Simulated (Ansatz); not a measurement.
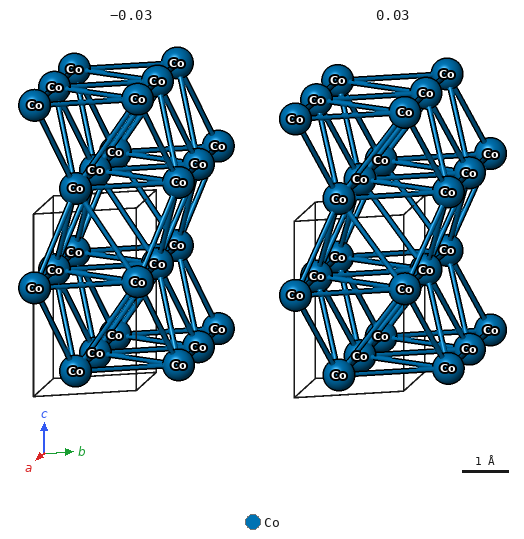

Crystalline Co (set up in P6_3/mmc), under biaxial strain in the a–b plane (c relaxed, atoms fixed by symmetry), with energies (extrapolated to zero smearing) counted from the relaxed crystal, which is the row at zero. The picture shows the first and the last member. The picture is a ball-and-stick view of the cell of the calculation, repeated 3 × 2 × 2 with one cell outlined, seen slightly off an axis.

Computed with Ansatz 0.2.0: DFT PBEsol, scalar-relativistic, plane waves, PAW. Settings: plane-wave cutoff 420 eV; k-point mesh 21 × 21 × 10; occupations gaussian; smearing width 0.1 eV; collinear spin; force threshold 0.008 eV/Å.

```
strain  energy (meV/atom)  a (Å)  c (Å)
 −0.03              35.17  2.382  4.040
 −0.02              15.09  2.407  4.015
 −0.01                  ?      ?      ?
   0.0               0.00  2.456  3.968
  0.01               3.36  2.480  3.946
  0.02              12.88  2.505  3.925
  0.03              27.73  2.530  3.903
```

**Estimate the missing row from the others, and compare with the calculation.**

A parabola through three neighbouring rows (−0.03, −0.02, 0.0) gives, with Lagrange weights, (−0.3333)(35.17) + (1.0000)(15.09) + (0.3333)(0.00) = 3.37 meV/atom. The calculation gives 3.67 meV/atom (a = 2.431 Å, c = 3.991 Å). The estimate is 0.30 meV/atom too low. From the first member to the last: Co–Co 2.382 → 2.530 Å, Co–Co 2.444 → 2.438 Å.

The whole series:

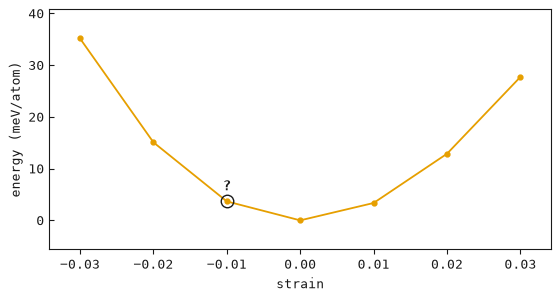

The cells carry a magnetic moment (3.2 to 3.3 μB per cell in all, first to last member); only the order that this cell allows was tried.
